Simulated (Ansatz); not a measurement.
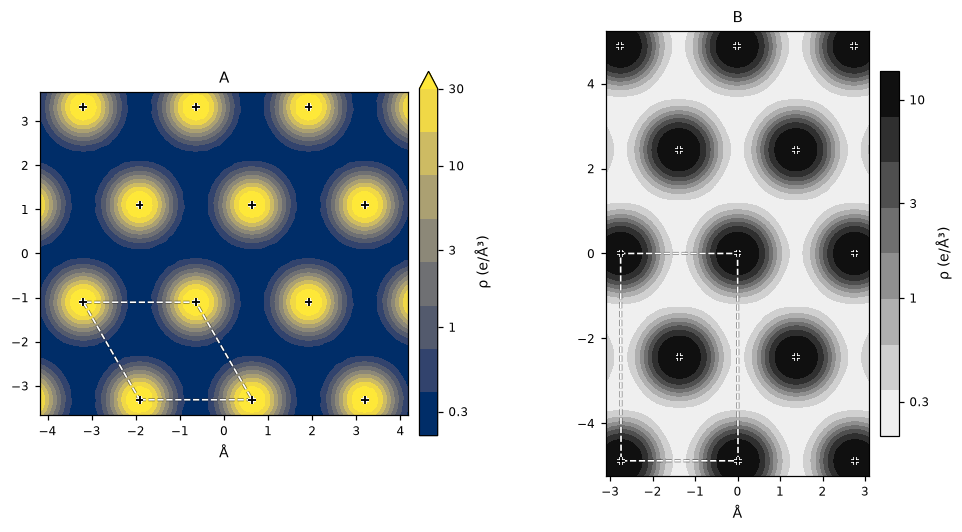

The valence pseudo-density of 2 systems, each on a plane through atoms (crosses mark nuclei in the plane).

Theory: DFT, LDA (PW92), plane waves (420 eV) with PAW, scalar-relativistic (Ansatz).

System 1: Pd, the (001) plane of the conventional cell. Space group Fddd; set up as Pd, beta-Sn type; a generated structure, not necessarily the stable one; changed on purpose from its base cell (volume × 1.12); computed pressure about −18 GPa in this cell.

```
CELL_PARAMETERS angstrom
0.00169 0.00169 -2.75468
-3.45311 -3.45311 0.00618
-6.77225 6.77225 0.00000
ATOMIC_POSITIONS crystal
Pd 0.50000 0.50000 0.50000
Pd 0.00000 0.50000 0.00000
Pd 0.50000 0.00000 0.00000
Pd 0.00000 0.00000 0.50000
Pd 0.75000 0.75000 0.75005
Pd 0.25000 0.75000 0.25005
Pd 0.75000 0.25000 0.25005
Pd 0.25000 0.25000 0.75005
```

System 2: Cu, the (001) plane of the conventional cell. Space group P6₃/mmc; set up as Cu, dhcp; a generated structure, not necessarily the stable one; changed on purpose from its base cell (volume × 1.08); computed pressure about −12 GPa in this cell; computed without spin polarisation.

Which map belongs to which system?

Panel A is system 2, Cu: the plane holds Cu. Cu–Cu (2.55 Å): ρ is about 0.3 e/Å³ halfway, with its minimum of 0.27 e/Å³ about 1.4 Å from Cu. Panel B is system 1, Pd: the plane holds Pd. Pd–Pd (2.75 Å): ρ at the midpoint is about 0.29 e/Å³.
